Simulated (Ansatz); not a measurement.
System: AlRu, space group Pm-3m (No. 221), 2 atoms in the cell.

```yaml
crystal:
  lattice:
    - [2.98262, 0.00000, 0.00000]
    - [0.00000, 2.98262, 0.00000]
    - [0.00000, 0.00000, 2.98262]
  atoms:
    - { symbol: Al, position: [0.00000, 0.00000, 0.00000] }
    - { symbol: Ru, position: [0.50000, 0.50000, 0.50000] }
```

Computed with Ansatz 0.2.0: DFT r2SCAN, scalar-relativistic, plane waves, PAW, no spin polarisation, 14×14×14 k mesh, 500 eV cutoff, Gaussian smearing of 0.1 eV.

Predict the main features of the band structure. The path is Γ–X–M–Γ–R–X|R–M.

A metal: 3 bands cross the Fermi level along this path. Bands cross the Fermi level on every line of the path. At M the nearest levels lie 1.26 eV below and 1.74 eV above the Fermi level.

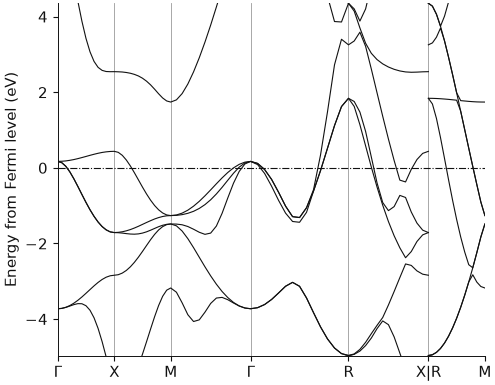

Band structure. Energies are counted from the Fermi level.
